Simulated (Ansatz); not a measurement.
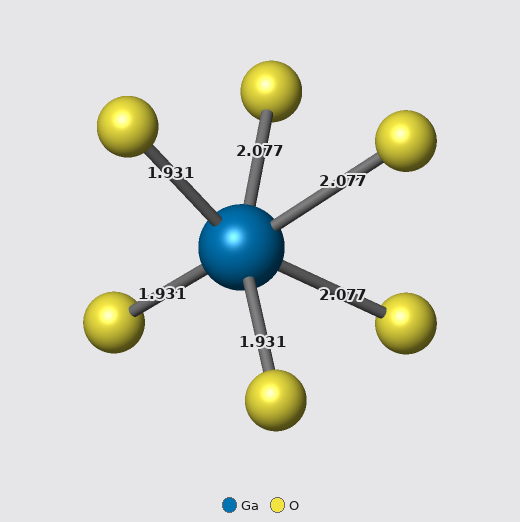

The surroundings of site Ga1 (at 0.000, 0.000, 0.356) in Ga2O3 (R-3c, No. 167), with bond lengths in Å.

Origin of the cell: coordinates from a relaxation with DFT, PBEsol, plane waves, PAW (Ansatz 0.2.0); the starting structure was generated, so it need not be a known form of this composition.

```
CELL_PARAMETERS angstrom
5.00015 0.00000 0.00000
-2.50008 4.33026 0.00000
0.00000 0.00000 13.44746
ATOMIC_POSITIONS crystal
Ga 0.00000 0.00000 0.35569
Ga 0.66667 0.33333 0.18903
Ga 0.33333 0.66667 0.31097
Ga 0.66667 0.33333 0.47764
O 0.69720 0.00000 0.25000
O 0.30280 0.30280 0.25000
O 0.63614 0.66667 0.41667
O 0.33333 0.96947 0.41667
O 0.03053 0.36386 0.41667
O 0.00000 0.69720 0.25000
Ga 0.66667 0.33333 0.68903
Ga 0.33333 0.66667 0.52236
Ga 0.00000 0.00000 0.64431
Ga 0.33333 0.66667 0.81097
O 0.36386 0.33333 0.58333
O 0.96947 0.63614 0.58333
O 0.30280 0.00000 0.75000
O 0.00000 0.30280 0.75000
O 0.69720 0.69720 0.75000
O 0.66667 0.03053 0.58333
Ga 0.33333 0.66667 0.02236
Ga 0.00000 0.00000 0.85569
Ga 0.66667 0.33333 0.97764
Ga 0.00000 0.00000 0.14431
O 0.03053 0.66667 0.91667
O 0.63614 0.96947 0.91667
O 0.96947 0.33333 0.08333
O 0.66667 0.63614 0.08333
O 0.36386 0.03053 0.08333
O 0.33333 0.36386 0.91667
```

Bond valence s = exp((R0 − d)/b), R0 fitted to published crystal structures with b = 0.37 Å; R0 in Å: Ga3+–O 1.718.

**Calculate the bond-valence sum of Ga1 from the bonds drawn.**

3 × 0.562 + 3 × 0.379 = 2.82 v.u., against a formal valence of 3: underbonded (bonds long for this ion) by 0.18.

**And over the whole structure?**

```tsv
site	x, y, z	formal valence	bond-valence sum	difference
Ga1	0.000, 0.000, 0.356	+3	2.91	-0.09
O1	0.697, 0.000, 0.250	−2	1.94	-0.06
```

These sums include all anions within 5 Å. The global instability index (root mean square of the differences over all atoms) is 0.07 v.u.: little strain.
